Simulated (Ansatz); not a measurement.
## Geometry relaxation, with input and output: Ge (part 1 of 2)

System: Ge (slab, 6 atoms in the cell).
Method: DFT PBEsol, scalar-relativistic, plane waves, PAW, no spin polarisation (Ansatz 0.2.0).

The structure derives from an entry of the Crystallography Open Database. The input holds or restrains some coordinates. Forces given for the steps count only the free coordinates. It belongs to a series of runs on one base structure; here: clean slab, lower half held. Figures and captions count atoms from 1; the log counts them from 0 in places.

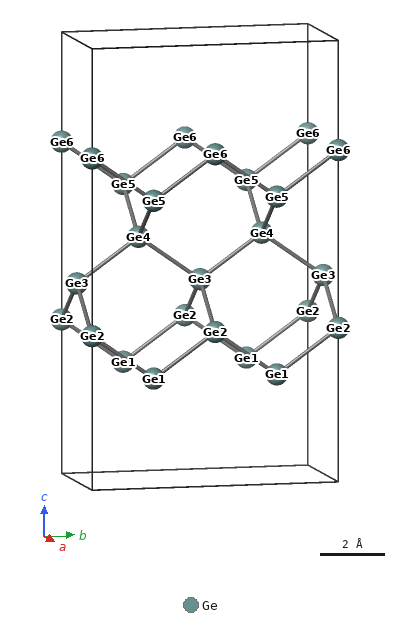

**Figure 1.** The input geometry (ball-and-stick view of the 1 × 2 repeat of the cell, with the vacuum cut short, seen slightly off an axis; atoms are numbered from 1 in the order of the input). An atom can appear more than once, as a periodic image.

**The input**
```yaml
crystal:
  lattice:
    - [4.0133694125, 0.0, 0.0]
    - [0.0, 4.0133694125, 0.0]
    - [0.0, 0.0, 24.0947018175]
  atoms:
    - { symbol: Ge, position: [0.0, 0.5, 0.35277465] }
    - { symbol: Ge, position: [0.0, 0.0, 0.41166479] }
    - { symbol: Ge, position: [0.5, 0.0, 0.47055493] }
    - { symbol: Ge, position: [0.5, 0.5, 0.52944507] }
    - { symbol: Ge, position: [0.0, 0.5, 0.58833521] }
    - { symbol: Ge, position: [0.0, 0.0, 0.64722535] }
basis:
  ecutwfc: 420
kpoints:
  mp_grid: { grid: [7, 7, 1] }
hamiltonian:
  xc: pbesol
scf:
  occupations: { method: gaussian, width: 0.1 }
output:
  forces: true
  eigenvalues: true
  write_density: true
  write_potential: true
  elf: true
  volumetric_format: npy
relax:
  adjacent_minimum: "off"
  f_tol: 0.03
  max_steps: 70
  constraints: [{ sites: [0, 1, 2] }]
efield:
  axis: 3
  dipole_correction: true
  ramp_width: 0.04
```

Run on 4 threads of AMD EPYC (Zen 3), 144 GiB of memory available, shared host.

Launched with:
```bash
ansatz run input.yaml --threads 4 --pin off --max-ram 10240MiB --backend cpu --events-out ev --progress --plain --runs-dir out
```

**Log**
```
Engine: ansatz 0.2.0, x86_64-unknown-linux-gnu
Pseudopotentials: kind: paw
Pseudopotential: Ge, paw, valence charge 14, recommended cutoff 420 eV (normal), Ge.paw.azcp
Functional definition: PBEsol
  exchange = pbesol_x
  correlation = pbesol_c
Crystal: 6 atoms, lattice volume = 388.097 Å³
Basis set: ecut = 420 eV, 7537 PW (Γ), exchange–correlation on 54×54×324 points (8 copies of the dense FFT grid, shifted against one another)
Bands: 51, of which v1, the nominal top of the filled ones, is band 42 counted from 1 (41 counted from 0)
Symmetry: 4 space group operations
k-points: 16 of 49
Non-local potential: Ge, projectors of the file, l = 0: 2, l = 1: 2, l = 2: 3, l = 3: 1
PAW form: soft (Blöchl's): semilocal exchange-correlation on the pseudo side does not see the compensation charge
PAW frozen core: Ge, regenerated for the run's functional, and the local potential with it (the file was generated under x = pbe(κ = 0.804, μ = 0.2195149727645171), c = pbe(β = 0.06672455060314922))
PAW one-centre angular grid: Ge, 590 points (default); XC on 64 Gauss nodes
Initial density: superposition of atomic densities (neutral atoms: chi_scale 0, normalization atom), corrected by the library's trained network
Initial wavefunctions: pseudopotential atomic-orbital guess
Functional: x = pbesol(κ = 0.804, μ = 0.12345679012345678), c = pbesol(β = 0.046)
SCF iter   1: F=—  HF=-25517.846927 eV  |F-HF|=—  |Δ(HF+E_count)|=         —  Δρ=2.21e-3  dr2=4.01e-2  ethr=1.77e-3  p=0.000 e·Å  D=2.06e-13 V/Å  ΔV_dip=-0.00 eV  dr2_dipole=8.03e-9  V_vac-E_F(+/−)=4.92/4.92 eV  ⟨swp⟩=7.1  Hψ=3133  notcnv=0  defer=2
efield: sawtooth ramp at fractional position 0.9800 (placed from the atoms, in the widest stretch of the axis that holds none; the zero of the levels goes with the place), width 0.0400; the density the first Hamiltonian is built on has a dipole p = 0.000 e·Å; the dipole correction subtracts the counter field D = 2.06e-13 V/Å, which shifts the + side's vacuum level by -0.00 eV against the − side's; the planar-averaged density in the ramp window peaks in size at 2.4e-5 e/Å³
preconditioner: auto → LDOS  [metal: Δε(μ)=0.063 eV  Ē_g=21.827 eV  σ=0.100 eV  W_gap=0.34  n_scr=60 (ndim 8)  ℏωp=17.3 eV  f_vac=0.585  D(μ)=4.37/eV (n_scr^D=10)  β→1.0]
SCF iter   2: F=—  HF=-25517.837036 eV  |F-HF|=—  |Δ(HF+E_count)|=   9.89e-3  Δρ=9.13e-4  dr2=7.40e-3  ethr=4.77e-5  p=0.000 e·Å  D=4.15e-6 V/Å  ΔV_dip=-0.00 eV  dr2_dipole=5.02e-8  V_vac-E_F(+/−)=4.97/4.97 eV  ⟨swp⟩=2.0  Hψ=1711  notcnv=0  defer=29
SCF iter   3: F=—  HF=-25517.836973 eV  |F-HF|=—  |Δ(HF+E_count)|=   6.31e-5  Δρ=6.20e-4  dr2=2.08e-3  ethr=8.81e-6  p=-0.000 e·Å  D=-3.46e-6 V/Å  ΔV_dip=0.00 eV  dr2_dipole=1.07e-11  V_vac-E_F(+/−)=4.96/4.96 eV  ⟨swp⟩=2.0  Hψ=1444  notcnv=0  defer=29
SCF iter   4: F=—  HF=-25517.835858 eV  |F-HF|=—  |Δ(HF+E_count)|=   1.11e-3  Δρ=1.98e-4  dr2=4.92e-4  ethr=2.48e-6  p=0.000 e·Å  D=1.24e-6 V/Å  ΔV_dip=-0.00 eV  dr2_dipole=3.83e-9  V_vac-E_F(+/−)=4.96/4.96 eV  ⟨swp⟩=2.0  Hψ=1444  notcnv=0  defer=29
SCF iter   5: F=—  HF=-25517.835809 eV  |F-HF|=—  |Δ(HF+E_count)|=   4.93e-5  Δρ=6.55e-5  dr2=7.81e-5  ethr=5.85e-7  p=0.000 e·Å  D=2.40e-6 V/Å  ΔV_dip=-0.00 eV  dr2_dipole=1.67e-9  V_vac-E_F(+/−)=4.95/4.95 eV  ⟨swp⟩=2.0  Hψ=1444  notcnv=0  defer=29
SCF iter   6: F=-25517.835798 eV  HF=-25517.835802 eV  |F-HF|=3.59e-6  |Δ(HF+E_count)|=   7.17e-6  Δρ=2.24e-5  dr2=7.40e-6  ethr=2.68e-8  p=0.000 e·Å  D=1.39e-6 V/Å  ΔV_dip=-0.00 eV  dr2_dipole=1.36e-10  V_vac-E_F(+/−)=4.94/4.94 eV  ⟨swp⟩=17.8  Hψ=7787  notcnv=0
SCF 1 converged in 6 iterations: F = -25517.835798 eV  dr2 = 7.40e-6
  greatest PAW one-centre occupation: 0.998 electrons in one spin orbital (limit 2), on the Ge atom at site 5 (counted from 0), in its partial waves of l = 2
relax step   1: F+E_penalty+E_count = -25517.83579830 eV  Δ(F+E_penalty+E_count) = +0.000e0 eV  max|allowed force component| = 1.744e-1 eV/Å  Δτ_max = 0.0000 Å  (6 SCF iters, dr2 threshold 2.25e-5 eV, accepted)
Initial density: handed on by an earlier stage of this run
Initial wavefunctions: those handed on with the density
iter 1 solved again at ethr=2.50e-6 eV; its pass at ethr=3.10e-3 eV (dr2=2.10e-3 eV) is discarded
SCF iter   1: F=—  HF=-25517.837727 eV  |F-HF|=—  |Δ(HF+E_count)|=         —  Δρ=5.41e-4  dr2=2.22e-3  ethr=2.50e-6  p=0.000 e·Å  D=1.64e-6 V/Å  ΔV_dip=-0.00 eV  dr2_dipole=8.55e-4  V_vac-E_F(+/−)=4.95/4.95 eV  ⟨swp⟩=2.0  Hψ=2262  notcnv=0  defer=42
efield: sawtooth ramp at fractional position 0.9800 (handed on by an earlier solve), width 0.0400; the density the first Hamiltonian is built on has a dipole p = 0.000 e·Å; the dipole correction subtracts the counter field D = 1.64e-6 V/Å, which shifts the + side's vacuum level by -0.00 eV against the − side's; the planar-averaged density in the ramp window peaks in size at 1.0e-5 e/Å³
preconditioner: auto → LDOS  [metal: Δε(μ)=0.058 eV  Ē_g=21.867 eV  σ=0.100 eV  W_gap=0.31  n_scr=60 (ndim 8)  ℏωp=17.3 eV  f_vac=0.584  D(μ)=4.40/eV (n_scr^D=10)  β→1.0]
SCF iter   2: F=—  HF=-25517.837612 eV  |F-HF|=—  |Δ(HF+E_count)|=   1.15e-4  Δρ=1.29e-4  dr2=2.43e-4  ethr=2.50e-6  p=-0.001 e·Å  D=-2.54e-4 V/Å  ΔV_dip=0.01 eV  dr2_dipole=9.87e-5  V_vac-E_F(+/−)=4.95/4.95 eV  ⟨swp⟩=1.9  Hψ=829  notcnv=0  defer=42
SCF iter   3: F=—  HF=-25517.837742 eV  |F-HF|=—  |Δ(HF+E_count)|=   1.30e-4  Δρ=7.48e-5  dr2=5.31e-5  ethr=2.89e-7  p=-0.001 e·Å  D=-4.22e-4 V/Å  ΔV_dip=0.01 eV  dr2_dipole=1.10e-5  V_vac-E_F(+/−)=4.95/4.94 eV  ⟨swp⟩=2.0  Hψ=1293  notcnv=0  defer=42
SCF iter   4: F=—  HF=-25517.837732 eV  |F-HF|=—  |Δ(HF+E_count)|=   9.94e-6  Δρ=1.96e-5  dr2=5.76e-6  ethr=6.32e-8  p=-0.001 e·Å  D=-4.63e-4 V/Å  ΔV_dip=0.01 eV  dr2_dipole=2.66e-6  V_vac-E_F(+/−)=4.95/4.94 eV  ⟨swp⟩=2.0  Hψ=1315  notcnv=0  defer=42
SCF iter   5: F=-25517.837731 eV  HF=-25517.837731 eV  |F-HF|=2.19e-7  |Δ(HF+E_count)|=   2.58e-7  Δρ=8.39e-6  dr2=1.77e-7  ethr=2.26e-9  p=-0.001 e·Å  D=-5.02e-4 V/Å  ΔV_dip=0.01 eV  dr2_dipole=4.48e-12  V_vac-E_F(+/−)=4.95/4.94 eV  ⟨swp⟩=17.4  Hψ=7291  notcnv=0
SCF 2 converged in 5 iterations: F = -25517.837731 eV  dr2 = 1.77e-7
  Residual-converged pass: ⟨swp⟩=1.1  Hψ=881  notcnv=0  max |occ|·‖R‖ = 7.0e-9 eV (tolerance 1.0e-8 eV)  dr2=1.77e-7  dr2_onsite=3.07e-7  max |Δocc| = 2.3e-11
relax step   2: F+E_penalty+E_count = -25517.83773125 eV  Δ(F+E_penalty+E_count) = -1.933e-3 eV  max|allowed force component| = 1.945e-2 eV/Å  Δτ_max = 0.0280 Å  (5 SCF iters, dr2 threshold 1.90e-6 eV, accepted)
iter 1 solved again at ethr=2.13e-10 eV; its pass at ethr=3.10e-3 eV (dr2=1.79e-7 eV) is discarded
SCF iter   1: F=—  HF=-25517.837712 eV  |F-HF|=—  |Δ(HF+E_count)|=         —  Δρ=8.42e-6  dr2=1.79e-7  ethr=2.13e-10  p=-0.001 e·Å  D=-5.02e-4 V/Å  ΔV_dip=0.01 eV  dr2_dipole=1.87e-13  V_vac-E_F(+/−)=4.95/4.94 eV  ⟨swp⟩=1.0  Hψ=2016  notcnv=0
efield: sawtooth ramp at fractional position 0.9800 (handed on by an earlier solve), width 0.0400; the density the first Hamiltonian is built on has a dipole p = -0.001 e·Å; the dipole correction subtracts the counter field D = -5.02e-4 V/Å, which shifts the + side's vacuum level by +0.01 eV against the − side's; the planar-averaged density in the ramp window peaks in size at 1.0e-5 e/Å³
preconditioner: auto → LDOS  [metal: Δε(μ)=0.057 eV  Ē_g=21.868 eV  σ=0.100 eV  W_gap=0.30  n_scr=60 (ndim 8)  ℏωp=17.3 eV  f_vac=0.584  D(μ)=4.43/eV (n_scr^D=10)  β→1.0]
SCF iter   2: F=—  HF=-25517.837732 eV  |F-HF|=—  |Δ(HF+E_count)|=   2.00e-5  Δρ=8.19e-6  dr2=2.78e-7  ethr=2.13e-10  p=-0.001 e·Å  D=-5.14e-4 V/Å  ΔV_dip=0.01 eV  dr2_dipole=5.50e-8  V_vac-E_F(+/−)=4.95/4.94 eV  ⟨swp⟩=2.0  Hψ=1452  notcnv=0
SCF iter   3: F=-25517.837731 eV  HF=-25517.837731 eV  |F-HF|=7.17e-10  |Δ(HF+E_count)|=   2.28e-7  Δρ=7.75e-7  dr2=7.87e-9  ethr=1.19e-10  p=-0.001 e·Å  D=-5.15e-4 V/Å  ΔV_dip=0.01 eV  dr2_dipole=2.92e-9  V_vac-E_F(+/−)=4.95/4.94 eV  ⟨swp⟩=8.9  Hψ=5545  notcnv=0
SCF 3 converged in 3 iterations: F = -25517.837731 eV  dr2 = 7.87e-9
relax step   3: F+E_penalty+E_count = -25517.83773148 eV  Δ(F+E_penalty+E_count) = -2.225e-7 eV  max|allowed force component| = 1.944e-2 eV/Å  Δτ_max = 0.0000 Å  (3 SCF iters, accepted)
```

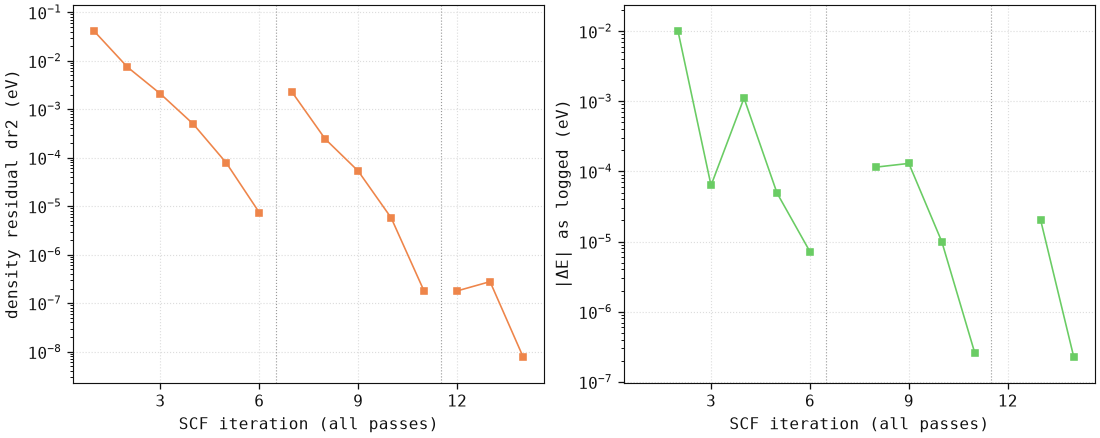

**Figure 2.** Convergence of the self-consistent field: density residual dr2 and size of the energy change against the SCF iteration. The dotted lines part the SCF passes of the relaxation: geometry steps, rejected trials and re-solves on a re-selected basis. The passes take 6, 5 and 3 iterations.

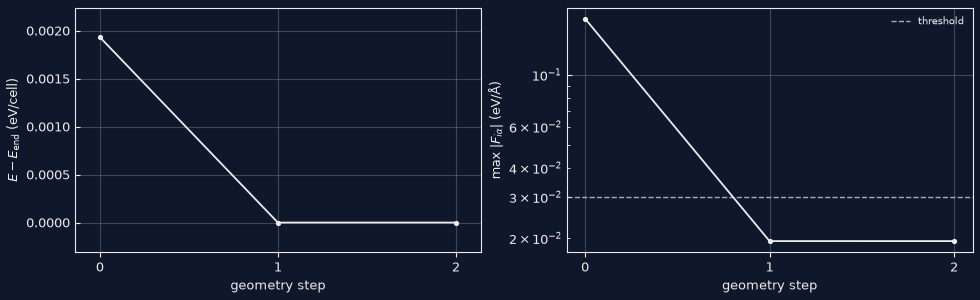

**Figure 3.** Progress of the restrained relaxation, step by step (the first geometry is step 0 here and step 1 in the log).

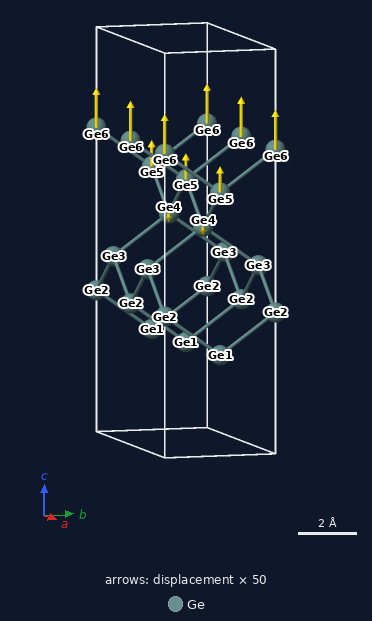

**Figure 4.** The starting structure with the displacements as yellow arrows, magnified 50 times (ball-and-stick view of the 2 × 1 repeat of the cell, with the vacuum cut short, seen slightly off an axis). After 2 geometry steps the energy has fallen by 1.9 meV per cell of the calculation. The largest force component goes from 0.17 to 0.019 eV/Å. The atom that moves furthest is Ge6 (0.028 Å). The lattice vectors keep their values. Among the contacts that change: Ge4–Ge5 2.458 → 2.472 Å. (Atoms are counted from 1 in the order of the input.)
